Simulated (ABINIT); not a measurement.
**Run report: SiC2, geometry relaxation (part 4 of 4)**

The same run, continued: SiC2 (3 atoms in the cell); Kohn-Sham DFT of a periodic cell, LDA, PseudoDojo NC SR LDA v0.4.1 standard, no spin polarisation (ABINIT 10.8.3); cutoff 1115.67 eV, 9×9×3 k-mesh, fermi-dirac of 0.05 eV. The structure was built on a prototype by a generator; it need not be a known phase.

Geometry of the input (Å; fractional positions):
```
2.4649  0.0000  0.0000
-1.2325  2.1347  0.0000
0.0000  0.0000  7.1274
Si 0.0000  0.0000  0.0000
C  0.3333  0.6667  0.5000
C  0.6667  0.3333  0.5000
```

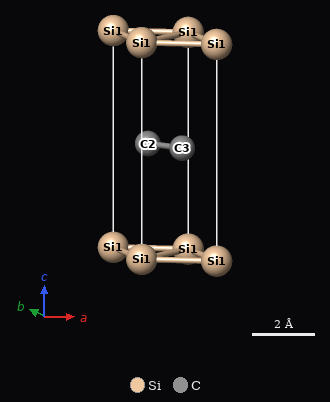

The geometry at step 4 of the log (ball-and-stick view of the cell of the calculation, seen slightly off an axis; atoms are numbered from 1 in the order of the input).

## Log, continued
```
--- !ResultsGS
iteration_state: {dtset: 1, itime: 8, icycle: 1, }
comment   : Summary of ground state results
lattice_vectors:
- [  4.6280780,  -0.0000055,   0.0000000, ]
- [ -2.3140344,   4.0080387,   0.0000000, ]
- [  0.0000000,   0.0000000,  13.4552584, ]
lattice_lengths: [   4.62808,    4.62808,   13.45526, ]
lattice_angles: [ 90.000,  90.000, 120.000, ] # degrees, (23, 13, 12)
lattice_volume:   2.4958836E+02
convergence: {deltae: -1.208E-13, res2:  5.328E-14, residm:  2.717E-09, diffor: null, }
etotal    :  -1.62922843E+01
entropy   :   0.00000000E+00
fermie    :   1.93925307E-01
cartesian_stress_tensor: # hartree/bohr^3
- [  6.24484462E-07,   5.38036938E-10,   0.00000000E+00, ]
- [  5.38036938E-10,   6.34488913E-07,   0.00000000E+00, ]
- [  0.00000000E+00,   0.00000000E+00,   9.42511232E-09, ]
pressure_GPa:  -1.2439E-02
xred      :
- [  1.4129E-22,   1.5366E-22,   0.0000E+00, Si]
- [  3.3333E-01,   6.6667E-01,   5.0000E-01,  C]
- [  6.6667E-01,   3.3333E-01,   5.0000E-01,  C]
cartesian_forces: # hartree/bohr
- [ -0.00000000E+00,  -0.00000000E+00,  -0.00000000E+00, ]
- [ -6.66775199E-07,   1.33967035E-07,  -0.00000000E+00, ]
- [  6.66775199E-07,  -1.33967035E-07,  -0.00000000E+00, ]
force_length_stats: {min:   0.00000000E+00, max:   6.80100237E-07, mean:   4.53400158E-07, }
...

 Integrated electronic density in atomic spheres:
 ------------------------------------------------
 Atom  Sphere_radius  Integrated_density
    1        2.00000          1.74603895
    2        2.00000          4.80613871
    3        2.00000          4.80613871

---OUTPUT-----------------------------------------------------------------------

 Cartesian coordinates (xcart) [bohr]
  2.98314789220325E-22  6.15862267109483E-22  0.00000000000000E+00
  3.69686663336651E-06  2.67202395093461E+00  6.72762919634753E+00
  2.31403992117431E+00  1.33600922407944E+00  6.72762919634753E+00
 Reduced coordinates (xred)
  1.41285925039237E-22  1.53656961342150E-22  0.00000000000000E+00
  3.33333468984921E-01  6.66666663955905E-01  5.00000000000000E-01
  6.66666531015079E-01  3.33333336044096E-01  5.00000000000000E-01
 Cartesian forces (fcart) [Ha/bohr]; max,rms= 6.66775E-07 3.20602E-07 (free atoms)
 -0.00000000000000E+00 -0.00000000000000E+00 -0.00000000000000E+00
 -6.66775199286296E-07  1.33967034675161E-07 -0.00000000000000E+00
  6.66775199286296E-07 -1.33967034675161E-07 -0.00000000000000E+00
 Gradient of E wrt nuclear positions in reduced coordinates (gred)
 -0.00000000000000E+00 -0.00000000000000E+00  0.00000000000000E+00
  3.08588840413766E-06 -2.07988582889753E-06 -0.00000000000000E+00
 -3.08588840413766E-06  2.07988582889753E-06 -0.00000000000000E+00
 Scale of Primitive Cell (acell) [bohr]
  4.62807804772209E+00  4.62808055739002E+00  1.34552583926951E+01
 Real space primitive translations (rprimd) [bohr]
  4.62807804771878E+00 -5.53537250712657E-06  0.00000000000000E+00
 -2.31403442967783E+00  4.00803871038656E+00  0.00000000000000E+00
  0.00000000000000E+00  0.00000000000000E+00  1.34552583926951E+01
 Unitary Cell Volume (ucvol) [Bohr^3]=  2.49588358086085E+02
 Angles (23,13,12)= [degrees]
  9.00000000000000E+01  9.00000000000000E+01  1.19999984915119E+02
 Lengths [Bohr]
  4.62807804772209E+00  4.62808055739002E+00  1.34552583926951E+01
 Stress tensor in cartesian coordinates (strten) [Ha/bohr^3]
  6.24484462166414E-07  5.38036938211668E-10  0.00000000000000E+00
  5.38036938211668E-10  6.34488913012730E-07  0.00000000000000E+00
  0.00000000000000E+00  0.00000000000000E+00  9.42511232471591E-09
 Total energy (etotal) [Ha]= -1.62922842933214E+01

 Difference of energy with previous step (new-old):
           Absolute (Ha)=-2.17776E-08
           Relative     =-1.33668E-09

--- Iteration: ( 9/50) Internal Cycle: (1/1)
--------------------------------------------------------------------------------

---SELF-CONSISTENT-FIELD CONVERGENCE--------------------------------------------

--- !BeginCycle
iteration_state: {dtset: 1, itime: 9, icycle: 1, }
solver: {iscf: 7, nstep: 80, nline: 4, wfoptalg: 0, }
tolerances: {tolvrs: 1.00E-12, }
...

     iter   Etot(hartree)      deltaE(h)  residm     vres2
 ETOT  1  -16.292283747319    -1.629E+01 6.157E-07 2.310E-02
 ETOT  2  -16.292284271122    -5.238E-07 1.032E-08 8.103E-04
 ETOT  3  -16.292284295306    -2.418E-08 7.941E-10 7.365E-05
 ETOT  4  -16.292284297009    -1.703E-09 1.552E-09 5.566E-08
 ETOT  5  -16.292284297011    -1.748E-12 2.840E-10 3.449E-10
 ETOT  6  -16.292284297011    -2.096E-13 4.517E-10 1.570E-11
 ETOT  7  -16.292284297011    -4.192E-13 7.276E-11 1.763E-13

 At SCF step    7       vres2   =  1.76E-13 < tolvrs=  1.00E-12 =>converged.

 Cartesian components of stress tensor (hartree/bohr^3)
  sigma(1 1)=  1.09648315E-07  sigma(3 2)=  0.00000000E+00
  sigma(2 2)=  1.14452391E-07  sigma(3 1)=  0.00000000E+00
  sigma(3 3)= -2.30606898E-08  sigma(2 1)= -1.74233756E-11

--- !ResultsGS
iteration_state: {dtset: 1, itime: 9, icycle: 1, }
comment   : Summary of ground state results
lattice_vectors:
- [  4.6279849,  -0.0000055,   0.0000000, ]
- [ -2.3139878,   4.0079566,   0.0000000, ]
- [  0.0000000,   0.0000000,  13.4547920, ]
lattice_lengths: [   4.62798,    4.62799,   13.45479, ]
lattice_angles: [ 90.000,  90.000, 120.000, ] # degrees, (23, 13, 12)
lattice_volume:   2.4956958E+02
convergence: {deltae: -4.192E-13, res2:  1.763E-13, residm:  7.276E-11, diffor: null, }
etotal    :  -1.62922843E+01
entropy   :   0.00000000E+00
fermie    :   1.93950315E-01
cartesian_stress_tensor: # hartree/bohr^3
- [  1.09648315E-07,  -1.74233756E-11,   0.00000000E+00, ]
- [ -1.74233756E-11,   1.14452391E-07,   0.00000000E+00, ]
- [  0.00000000E+00,   0.00000000E+00,  -2.30606898E-08, ]
pressure_GPa:  -1.9716E-03
xred      :
- [  1.4404E-22,   1.5397E-22,   0.0000E+00, Si]
- [  3.3333E-01,   6.6667E-01,   5.0000E-01,  C]
- [  6.6667E-01,   3.3333E-01,   5.0000E-01,  C]
cartesian_forces: # hartree/bohr
- [ -0.00000000E+00,  -0.00000000E+00,  -0.00000000E+00, ]
- [ -1.18490155E-07,  -1.64533891E-09,  -0.00000000E+00, ]
- [  1.18490155E-07,   1.64533891E-09,  -0.00000000E+00, ]
force_length_stats: {min:   0.00000000E+00, max:   1.18501578E-07, mean:   7.90010523E-08, }
...

 Integrated electronic density in atomic spheres:
 ------------------------------------------------
 Atom  Sphere_radius  Integrated_density
    1        2.00000          1.74596421
    2        2.00000          4.80609542
    3        2.00000          4.80609542

---OUTPUT-----------------------------------------------------------------------

 Cartesian coordinates (xcart) [bohr]
  3.10320267685537E-22  6.17110164467564E-22  0.00000000000000E+00
  3.21163318837354E-06  2.67196932183691E+00  6.72739601099905E+00
  2.31399389151353E+00  1.33598183347885E+00  6.72739601099905E+00
 Reduced coordinates (xred)
  1.44038576786283E-22  1.53971464755892E-22  0.00000000000000E+00
  3.33333365730397E-01  6.66666681367609E-01  5.00000000000000E-01
  6.66666634269602E-01  3.33333318632392E-01  5.00000000000000E-01
 Cartesian forces (fcart) [Ha/bohr]; max,rms= 1.18490E-07 5.58622E-08 (free atoms)
 -0.00000000000000E+00 -0.00000000000000E+00 -0.00000000000000E+00
 -1.18490155449819E-07 -1.64533891399787E-09 -0.00000000000000E+00
  1.18490155449819E-07  1.64533891399787E-09 -0.00000000000000E+00
 Gradient of E wrt nuclear positions in reduced coordinates (gred)
 -0.00000000000000E+00 -0.00000000000000E+00  0.00000000000000E+00
  5.48370643474938E-07 -2.67590329011408E-07  0.00000000000000E+00
 -5.48370643474938E-07  2.67590329011408E-07 -0.00000000000000E+00
 Scale of Primitive Cell (acell) [bohr]
  4.62798491914310E+00  4.62798616982015E+00  1.34547920219981E+01
 Real space primitive translations (rprimd) [bohr]
  4.62798491913986E+00 -5.47811753637425E-06  0.00000000000000E+00
 -2.31398781599313E+00  4.00795663343329E+00  0.00000000000000E+00
  0.00000000000000E+00  0.00000000000000E+00  1.34547920219981E+01
 Unitary Cell Volume (ucvol) [Bohr^3]=  2.49569575937190E+02
 Angles (23,13,12)= [degrees]
  9.00000000000000E+01  9.00000000000000E+01  1.19999992498788E+02
 Lengths [Bohr]
  4.62798491914310E+00  4.62798616982015E+00  1.34547920219981E+01
 Stress tensor in cartesian coordinates (strten) [Ha/bohr^3]
  1.09648314886891E-07 -1.74233755680626E-11  0.00000000000000E+00
 -1.74233755680626E-11  1.14452390873303E-07  0.00000000000000E+00
  0.00000000000000E+00  0.00000000000000E+00 -2.30606897774592E-08
 Total energy (etotal) [Ha]= -1.62922842970114E+01

 Difference of energy with previous step (new-old):
           Absolute (Ha)=-3.68997E-09
           Relative     =-2.26486E-10

 At Broyd/MD step   9, gradients are converged :
  max grad (force/stress) = 1.1445E-05 < tolmxf= 2.0000E-05 ha/bohr (free atoms)

================================================================================

 ----iterations are completed or convergence reached----

 Mean square residual over all n,k,spin=   30.221E-14; max=  72.765E-12
 reduced coordinates (array xred) for    3 atoms
       0.000000000000      0.000000000000      0.000000000000
       0.333333365730      0.666666681368      0.500000000000
       0.666666634270      0.333333318632      0.500000000000
 rms dE/dt=  2.8764E-07; max dE/dt=  5.4837E-07; dE/dt below (all hartree)
    1       0.000000000000      0.000000000000      0.000000000000
    2       0.000000548371     -0.000000267590      0.000000000000
    3      -0.000000548371      0.000000267590      0.000000000000

 cartesian coordinates (angstrom) at end:
    1      0.00000000000000     0.00000000000000     0.00000000000000
    2      0.00000169952309     1.41394527238880     3.55998465532531
    3      1.22451283272699     0.70697113997780     3.55998465532531

 cartesian forces (hartree/bohr) at end:
    1     -0.00000000000000    -0.00000000000000    -0.00000000000000
    2     -0.00000011849016    -0.00000000164534    -0.00000000000000
    3      0.00000011849016     0.00000000164534    -0.00000000000000
 frms,max,avg= 5.5862180E-08 1.1849016E-07   0.000E+00  0.000E+00  0.000E+00 h/b

 cartesian forces (eV/Angstrom) at end:
    1     -0.00000000000000    -0.00000000000000    -0.00000000000000
    2     -0.00000609300877    -0.00000008460673    -0.00000000000000
    3      0.00000609300877     0.00000008460673    -0.00000000000000
 frms,max,avg= 2.8725488E-06 6.0930088E-06   0.000E+00  0.000E+00  0.000E+00 e/A
 length scales=  4.627984919143  4.627986169820 13.454792021998 bohr
              =  2.449024149952  2.449024811782  7.119969310651 angstroms
 Fermi (or HOMO) energy (hartree) =   0.19395   Average Vxc (hartree)=  -0.37477
 Eigenvalues (hartree) for nkpt=  82  k points:
 kpt#   1, nband= 10, wtk=  0.00412, kpt=  0.0000  0.0000  0.0000 (reduced coord)
  -0.52375   -0.30095   -0.10814    0.04962    0.08209    0.08209    0.28510    0.50449
   0.50449    0.59394
      occupation numbers for kpt#   1
   2.00000    2.00000    2.00000    2.00000    2.00000    2.00000    0.00000    0.00000
   0.00000    0.00000
 prteigrs : prtvol=0 or 1, do not print more k-points.

--- !EnergyTerms
iteration_state     : {dtset: 1, itime: 9, icycle: 1, }
comment             : Components of total free energy in Hartree
kinetic             :  1.00623534481488E+01
hartree             :  7.32873387028656E+00
xc                  : -5.83870628989045E+00
Ewald energy        : -8.95238440592806E+00
psp_core            :  7.39133346147652E-01
local_psp           : -1.96160206574591E+01
non_local_psp       : -1.51387352383608E-02
internal            : -1.62920294239329E+01
'-kT*entropy'       : -2.54873078456831E-04
total_energy        : -1.62922842970114E+01
total_energy_eV     : -4.43335640835308E+02
band_energy         : -1.24625861264111E+00
...

 rms coord change=  2.2282E-06   atom, delta coord (reduced):
     1        0.000000000000      0.000000000000      0.000000000000
     2        0.000003365730     -0.000003318632      0.000000000000
     3       -0.000003365730      0.000003318632      0.000000000000

 Cartesian components of stress tensor (hartree/bohr^3)
  sigma(1 1)=  1.09648315E-07  sigma(3 2)=  0.00000000E+00
  sigma(2 2)=  1.14452391E-07  sigma(3 1)=  0.00000000E+00
  sigma(3 3)= -2.30606898E-08  sigma(2 1)= -1.74233756E-11

-Cartesian components of stress tensor (GPa)         [Pressure= -1.9716E-03 GPa]
- sigma(1 1)=  3.22596480E-03  sigma(3 2)=  0.00000000E+00
- sigma(2 2)=  3.36730560E-03  sigma(3 1)=  0.00000000E+00
- sigma(3 3)= -6.78468917E-04  sigma(2 1)= -5.12613407E-07

== END DATASET(S) ==============================================================
================================================================================

 -outvars: echo values of variables after computation  --------
            acell      4.6279849191E+00  4.6279861698E+00  1.3454792022E+01 Bohr
           etotal     -1.6292284297E+01
            fcart     -0.0000000000E+00 -0.0000000000E+00 -0.0000000000E+00
                      -1.1849015545E-07 -1.6453389140E-09 -0.0000000000E+00
                       1.1849015545E-07  1.6453389140E-09 -0.0000000000E+00
            rprim      1.0000000000E+00 -1.1836939040E-06  0.0000000000E+00
                      -4.9999886151E-01  8.6602606109E-01  0.0000000000E+00
                       0.0000000000E+00  0.0000000000E+00  1.0000000000E+00
           strten      1.0964831489E-07  1.1445239087E-07 -2.3060689777E-08
                       0.0000000000E+00  0.0000000000E+00 -1.7423375568E-11
           xangst      1.6421441363E-22  3.2656063543E-22  0.0000000000E+00
                       1.6995230919E-06  1.4139452724E+00  3.5599846553E+00
                       1.2245128327E+00  7.0697113998E-01  3.5599846553E+00
             xred      1.4403857679E-22  1.5397146476E-22  0.0000000000E+00
                       3.3333336573E-01  6.6666668137E-01  5.0000000000E-01
                       6.6666663427E-01  3.3333331863E-01  5.0000000000E-01
 Calculation completed.
```

## Trajectory as extended XYZ (Å, eV, eV/Å), 9 frames, from step=0 to step=8
```
3
Lattice="2.4649 0.0000 0.0000 -1.2325 2.1347 0.0000 0.0000 0.0000 7.1274" Properties=species:S:1:pos:R:3:forces:R:3 step=0 energy=-443.32852
Si    0.0000    0.0000    0.0000    0.0000   0.0000   0.0000
C     0.0000    1.4231    3.5637    0.0012  -0.0007   0.0000
C     1.2325    0.7116    3.5637   -0.0012   0.0007   0.0000
3
Lattice="2.4532 0.0000 0.0000 -1.2266 2.1245 0.0000 0.0000 0.0000 7.1275" Properties=species:S:1:pos:R:3:forces:R:3 step=1 energy=-443.33515
Si    0.0000    0.0000    0.0000    0.0000   0.0000   0.0000
C     0.0000    1.4163    3.5637   -0.0001   0.0000   0.0000
C     1.2266    0.7082    3.5637    0.0001   0.0000   0.0000
3
Lattice="2.4489 -0.0000 0.0000 -1.2245 2.1208 0.0000 0.0000 0.0000 7.1272" Properties=species:S:1:pos:R:3:forces:R:3 step=2 energy=-443.33564
Si    0.0000    0.0000    0.0000    0.0000   0.0000   0.0000
C     0.0000    1.4139    3.5636    0.0001   0.0000   0.0000
C     1.2245    0.7069    3.5636   -0.0001   0.0000   0.0000
3
Lattice="2.4490 -0.0000 0.0000 -1.2245 2.1209 0.0000 0.0000 0.0000 7.1270" Properties=species:S:1:pos:R:3:forces:R:3 step=3 energy=-443.33564
Si    0.0000    0.0000    0.0000    0.0000   0.0000   0.0000
C     0.0000    1.4139    3.5635    0.0000   0.0000   0.0000
C     1.2245    0.7070    3.5635    0.0000   0.0000   0.0000
3
Lattice="2.4491 -0.0000 0.0000 -1.2245 2.1209 0.0000 0.0000 0.0000 7.1267" Properties=species:S:1:pos:R:3:forces:R:3 step=4 energy=-443.33564
Si    0.0000    0.0000    0.0000    0.0000   0.0000   0.0000
C     0.0000    1.4140    3.5634    0.0000   0.0000   0.0000
C     1.2245    0.7070    3.5634    0.0000   0.0000   0.0000
3
Lattice="2.4491 -0.0000 0.0000 -1.2246 2.1210 0.0000 0.0000 0.0000 7.1245" Properties=species:S:1:pos:R:3:forces:R:3 step=5 energy=-443.33564
Si    0.0000    0.0000    0.0000    0.0000   0.0000   0.0000
C     0.0000    1.4140    3.5623   -0.0001   0.0000   0.0000
C     1.2246    0.7070    3.5623    0.0001   0.0000   0.0000
3
Lattice="2.4491 -0.0000 0.0000 -1.2246 2.1210 0.0000 0.0000 0.0000 7.1221" Properties=species:S:1:pos:R:3:forces:R:3 step=6 energy=-443.33564
Si    0.0000    0.0000    0.0000    0.0000   0.0000   0.0000
C     0.0000    1.4140    3.5610   -0.0001   0.0000   0.0000
C     1.2246    0.7070    3.5610    0.0001   0.0000   0.0000
3
Lattice="2.4491 -0.0000 0.0000 -1.2245 2.1210 0.0000 0.0000 0.0000 7.1202" Properties=species:S:1:pos:R:3:forces:R:3 step=7 energy=-443.33564
Si    0.0000    0.0000    0.0000    0.0000   0.0000   0.0000
C     0.0000    1.4140    3.5601    0.0000   0.0000   0.0000
C     1.2245    0.7070    3.5601    0.0000   0.0000   0.0000
3
Lattice="2.4490 -0.0000 0.0000 -1.2245 2.1209 0.0000 0.0000 0.0000 7.1200" Properties=species:S:1:pos:R:3:forces:R:3 step=8 energy=-443.33564
Si    0.0000    0.0000    0.0000    0.0000   0.0000   0.0000
C     0.0000    1.4139    3.5600    0.0000   0.0000   0.0000
C     1.2245    0.7070    3.5600    0.0000   0.0000   0.0000
```

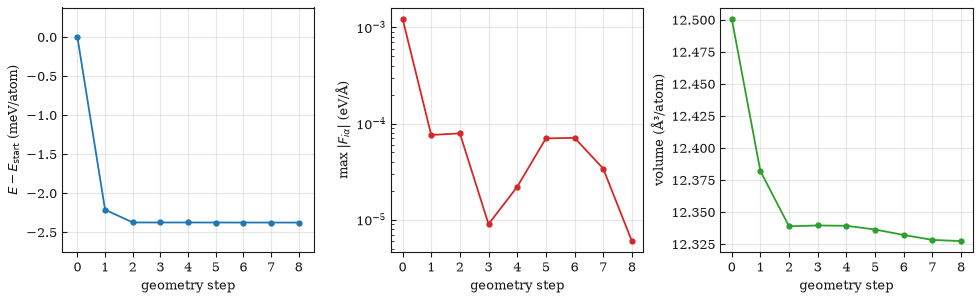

Progress of the relaxation, step by step (steps are counted from 0).

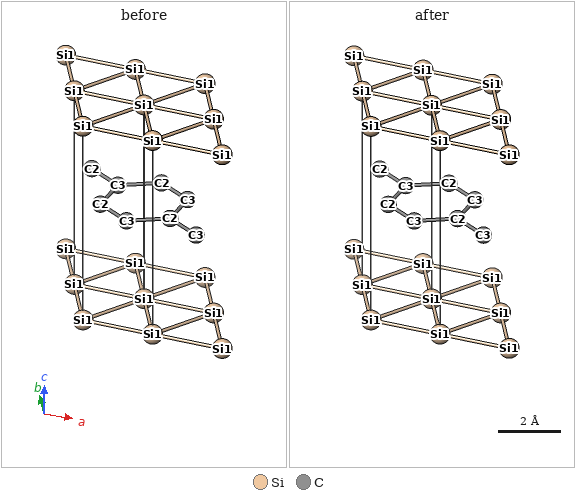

Before (left) and after (right) the relaxation, at one scale (ball-and-stick view of the cell of the calculation, repeated 2 × 2 × 1, seen at an oblique angle). Over 8 geometry steps the energy falls by 2.4 meV per atom. The largest force component goes from 0.0012 to under 0.0001 eV/Å. The atoms keep their places relative to the cell (all moves are under 0.005 Å). Cell: a = b 2.465 → 2.449 Å (−0.6 %), c 7.127 → 7.120 Å (−0.1 %). Volume −1.4 %. Among the contacts that change: Si1–Si1 2.465 → 2.449 Å, C2–C3 1.423 → 1.414 Å. The space group stays P6/mmm (No. 191). (Atoms are counted from 1 in the order of the input.)

## Results in brief

| quantity | value |
| --- | --- |
| outcome | converged |
| space group (tolerance 0.01 Å) | P6/mmm (191) |
| electrons treated | 12 |
| free energy | −443.3356 eV |
| gap on the k-point mesh | none (metallic) |
| pressure | 0.00 GPa |
| final volume | 36.98 Å³ |
| largest force (length of the vector) at the end | under 0.001 eV/Å |
| final cell | a = 2.449 Å, b = 2.449 Å, c = 7.120 Å, α = 90.00°, β = 90.00°, γ = 120.00° |
| wall time | 3.4 min (CPU time 14 min) |
| peak memory | 0.36 GiB |
